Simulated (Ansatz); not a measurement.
# GaO: what a guessed cell relaxes into, part 2 of 2

Aim: relax a trial structure of GaO and see where it ends.

Ansatz 0.2.0; DFT PBE, scalar-relativistic, plane waves, PAW. Earlier steps stand in the parts before.

## Step 5: Another rough relaxation

The end of the coarse run is made exact in the group found at a tolerance of 0.06 Å and reduced to its primitive cell. The moments had died out, so spin is switched off.

Input file input.yaml:

```yaml
crystal:
  lattice:
    - [3.0813587442, 0.0, 0.0]
    - [-1.5406793721, 2.6685349507, 0.0]
    - [0.0, 0.0, 2.9003885166]
  atoms:
    - { symbol: Ga, position: [0.0, 0.0, 0.0] }
    - { symbol: O, position: [0.6666666667, 0.3333333333, 0.5] }
basis:
  ecutwfc: 420
kpoints:
  mp_grid: { grid: [6, 6, 6] }
hamiltonian:
  xc: pbe
scf:
  occupations: { method: gaussian, width: 0.1 }
  lower_state_search: "off"
output:
  forces: true
  stress: true
  eigenvalues: true
relax:
  adjacent_minimum: "off"
  f_tol: 0.04
  max_steps: 70
  cell: { stress_tol: 0.4 }
```

Launch:

```sh
ansatz run input.yaml --threads 1 --pin off --max-ram 2560MiB --backend cpu --events-out ev --progress --plain --runs-dir out
```

Log, cut to the lines that bear on the results:

```text
Warning: RAYON_NUM_THREADS=1 ignored (pool sized by the plan → 1); use --threads N
[...]
Pseudopotentials: kind: paw
Pseudopotential: Ga, paw, valence charge 13, recommended cutoff 420 eV (normal), Ga.paw.azcp
Pseudopotential: O, paw, valence charge 6, recommended cutoff 420 eV (normal), O.paw.azcp
Functional definition: PBE
[...]
Crystal: 2 atoms, lattice volume = 23.849 Å³
[...]
--- Relaxed structure (3 steps of the walk, 3 accepted, 1 SCFs on fresh bases) ---
  F+E_penalty+E_count = -4349.34409912 eV   max|allowed force component| = 1.850e-17 eV/Å   (the final SCF, on the basis selected at the relaxed cell)
  cell:  # Å, volume = 23.7137 Å³
    - [3.042185399842236, -5.497868772467255e-34, 0.0]
    - [-1.521092699921118, 2.6346098392854964, 0.0]
    - [0.0, 0.0, 2.958677957118815]
  atoms:
    - { symbol: Ga, position: [-3.7007434155248937e-17, 0.0, 0.0] }
    - { symbol: O, position: [0.6666666666666666, 0.3333333333333333, 0.49999999999999994] }
```

Wall time 8.8 s (1 thread of Intel Xeon at 2.50GHz (Skylake/Cascade Lake), shared host); peak memory 0.31 GiB.

Step by step:

| step | energy from step 1 (eV/cell) | largest force component (eV/Å) | pressure (GPa) | volume (Å³) |
| --- | --- | --- | --- | --- |
| 1 | 0.0000 | 0.0000 | 0.48 | 23.85 |
| 2 | -0.0083 | 0.0000 | -0.71 | 23.65 |
| 3 | -0.0129 | 0.0000 | -0.17 | 23.71 |
| 4 | -0.0127 | 0.0000 | -0.18 | 23.71 |

Step 1 is the start. Step 4 repeats the geometry before it on a plane-wave basis chosen anew for that cell, so its energy need not be comparable with the rows above.

|  | before | after | change |
| --- | --- | --- | --- |
| a (Å) | 3.081 | 3.042 | -1.3 % |
| b (Å) | 3.081 | 3.042 | -1.3 % |
| c (Å) | 2.900 | 2.959 | +2.0 % |
| volume (Å³/atom) | 11.92 | 11.86 | -0.6 % |
| shortest distance (Å) | 2.295 | 2.296 | +0.1 % |
| space group (0.01 Å) | P-6m2 | P-6m2 | same |

Forces and stress were held to the start's 12 operations: a distortion of lower symmetry was not tested.

## Step 6: Relaxation on the finer mesh

The end of the coarse run is made exact in the group found at a tolerance of 0.06 Å and reduced to its primitive cell.

Input file input.yaml:

```yaml
crystal:
  lattice:
    - [3.0421853998, 0.0, 0.0]
    - [-1.5210926999, 2.6346098393, 0.0]
    - [0.0, 0.0, 2.9586779571]
  atoms:
    - { symbol: Ga, position: [0.0, 0.0, 0.0] }
    - { symbol: O, position: [0.6666666667, 0.3333333333, 0.5] }
basis:
  ecutwfc: 420
kpoints:
  mp_grid: { grid: [24, 24, 18] }
hamiltonian:
  xc: pbe
scf:
  occupations: { method: gaussian, width: 0.1 }
output:
  forces: true
  stress: true
  eigenvalues: true
  write_density: true
  write_potential: true
  elf: true
  volumetric_format: npy
relax:
  adjacent_minimum: "off"
  f_tol: 0.01
  max_steps: 80
  cell: { stress_tol: 0.05 }
```

Launch:

```sh
ansatz run input.yaml --threads 1 --pin off --max-ram 2560MiB --backend cpu --events-out ev --progress --plain --runs-dir out
```

Log, cut to the lines that bear on the results:

```text
Warning: RAYON_NUM_THREADS=1 ignored (pool sized by the plan → 1); use --threads N
[...]
[... 4 set-up lines as earlier in the session ...]
[...]
Crystal: 2 atoms, lattice volume = 23.714 Å³
[...]
  F+E_penalty+E_count = -4349.35884301 eV   max|allowed force component| = 2.382e-16 eV/Å   (the final SCF, on the basis selected at the relaxed cell)
  cell:  # Å, volume = 23.6774 Å³
    - [3.046914118442314, 4.350625037657626e-33, 1.73031902935787e-19]
    - [-1.523457059221157, 2.6387050297205117, -8.651595146789411e-20]
    - [1.682822082835167e-19, -6.941814406269808e-34, 2.9449845326774113]
  atoms:
    - { symbol: Ga, position: [-3.700743415524894e-17, 2.8753116818273492e-33, 1.6273568569414105e-35] }
    - { symbol: O, position: [0.6666666666666666, 0.33333333333333337, 0.5] }
```

Run time: 4.9 min. Hardware: 1 thread of Intel Xeon at 2.50GHz (Skylake/Cascade Lake), shared host; peak memory 0.57 GiB.

Relaxation path:

| step | energy from step 1 (eV/cell) | largest force component (eV/Å) | pressure (GPa) | volume (Å³) |
| --- | --- | --- | --- | --- |
| 1 | 0.0000 | 0.0000 | -0.42 | 23.71 |
| 2 | -0.0004 | 0.0000 | 0.02 | 23.70 |
| 3 | -0.0005 | 0.0000 | -0.05 | 23.69 |
| 4 | -0.0006 | 0.0000 | -0.02 | 23.68 |
| 5 | -0.0005 | 0.0000 | -0.03 | 23.68 |
| 6 | -0.0005 | 0.0000 | 0.00 | 23.68 |
| 7 | -0.0005 | 0.0000 | 0.00 | 23.68 |

Step 1 is the start. Steps 5, 7 each repeat the geometry before them on a plane-wave basis chosen anew, so the energy can jump there without any move.

|  | before | after | change |
| --- | --- | --- | --- |
| a (Å) | 3.042 | 3.047 | +0.2 % |
| b (Å) | 3.042 | 3.047 | +0.2 % |
| c (Å) | 2.959 | 2.945 | -0.5 % |
| volume (Å³/atom) | 11.86 | 11.84 | -0.2 % |
| shortest distance (Å) | 2.296 | 2.294 | -0.1 % |
| space group (0.01 Å) | P-6m2 | P-6m2 | same |

Forces and stress were held to the start's 12 operations: a distortion of lower symmetry was not tested.

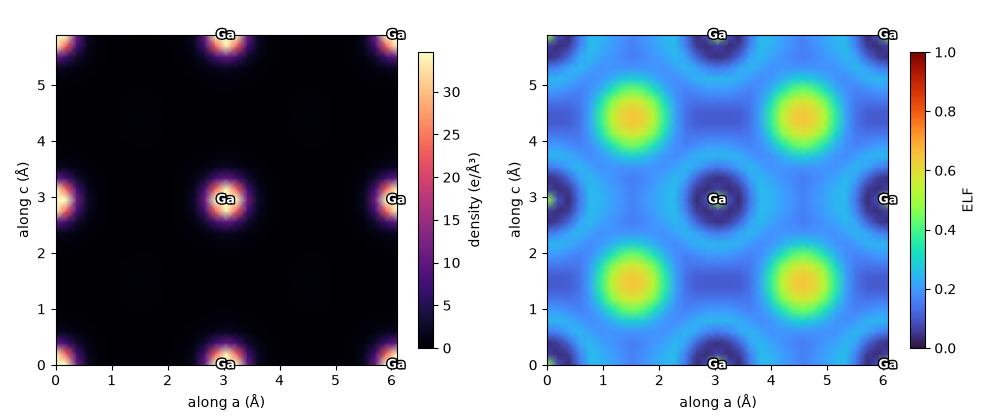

Density (left) and ELF (right) in a lattice plane of the grid's cell (edges 3.05 and 2.94 Å, at 0.000 of the third edge), which holds Ga. Only atoms in the plane are labelled; the density scale stops at 34.66 e/Å³. Both are smooth fields of the valence electrons: close to the nuclei they are not physical.

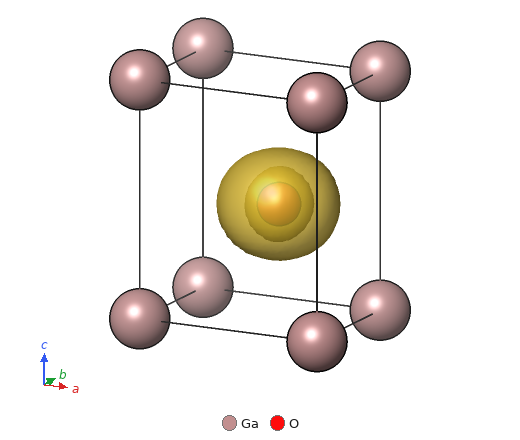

Surface of ELF = 0.77, drawn in one cell.

Outside the cores ELF peaks at 0.83 in the shell around O, 0.6 Å from O.

## Step 7: Variant: pseudopotentials.kind nc, ecutwfc left out

Input file input.yaml:

```yaml
crystal:
  lattice:
    - [3.0469141184, 0.0, 0.0]
    - [-1.5234570592, 2.6387050297, 0.0]
    - [0.0, 0.0, 2.9449845327]
  atoms:
    - { symbol: Ga, position: [0.0, 0.0, 0.0] }
    - { symbol: O, position: [0.6666666667, 0.3333333333, 0.5] }
kpoints:
  mp_grid: { grid: [24, 24, 18] }
hamiltonian:
  xc: pbe
  pseudopotentials: { kind: nc }
scf:
  occupations: { method: gaussian, width: 0.1 }
output:
  forces: true
  eigenvalues: true
  stress: true
```

Launch:

```sh
ansatz run input.yaml --threads 1 --pin off --max-ram 2560MiB --backend cpu --events-out ev --progress --plain --runs-dir out
```

Log, cut to the lines that bear on the results:

```text
Warning: RAYON_NUM_THREADS=1 ignored (pool sized by the plan → 1); use --threads N
[...]
Pseudopotentials: kind: nc
Pseudopotential: Ga, nc, valence charge 13, recommended cutoff 1088.45545 eV (normal), Ga.nc.azcp
Pseudopotential: O, nc, valence charge 6, recommended cutoff 1240 eV (normal), O.nc.azcp
[... 1 set-up line as earlier in the session ...]
[...]
Crystal: 2 atoms, lattice volume = 23.677 Å³
[...]
  atom   1  Ga     0.00000000     0.00000000     0.00000000
  atom   2  O      0.00000000    -0.00000000     0.00000000
[...]
--- Stress (GPa, compression-positive) ---
        0.047406       0.000000       0.000000
        0.000000       0.047406       0.000000
        0.000000       0.000000       0.037719
  P = ⅓ Tr σ = 0.0442 GPa (0.442 kbar)
--- Band table (eV; the first three rows and the last of 610) ---
  k-point 0: bands = ["-8.5072", "-3.8380", "-3.7432", "-3.7432", "-3.5354", "-3.5354", "6.5452", "7.3465", "8.2848", "8.2848", "20.8062", "20.8062", "21.1725", "22.5752"]
[...]
```

Run time: 2.4 min. Hardware: 1 thread of Intel Xeon at 2.50GHz (Skylake/Cascade Lake), shared host; peak memory 0.93 GiB.

```
    run     ending   energy change  pressure (GPa)  gap (eV)  force (eV/Å)  cycles     time
 step 6  converged               -             0.0      0.00          0.00       -  4.9 min
variant  converged  not comparable             0.0      0.00          0.00       7  2.4 min
```

Total energies don't compare across a change of potentials; pressure, gap, moments and forces, where computed, barely move.

## Step 8: Summary of results

This closing draws on all 2 parts. Changes of volume or cell count from the first structure of part 1.

```
                                                              quantity                                                                       value
                                symmetry at the end (tolerance 0.05 Å)                                                 space group P-6m2 (No. 187)
                                                     conventional cell  a = 3.047 Å, b = 3.047 Å, c = 2.945 Å, α = 90.00°, β = 90.00°, γ = 120.00°
                                                                volume                                                               11.84 Å³/atom
energy over the elements (uncorrected; H, N, O, F and Cl as molecules)                                                               -0.68 eV/atom
                                                       gap on the mesh                                                                none (metal)
```

**Reading.** The space group P-6m2 (No. 187) is kept, and the volume per atom shrinks by 11.0 % from the first guess. It lies below the elements, which doesn't yet make it stable: competing phases were not computed in this session. No finished test with a distortion of lower symmetry is shown, so the end may be a saddle point. Some metallic runs here have no spin polarisation while others do; where cell and settings agree, the difference is what magnetism gains. Other magnetic orders were not searched.
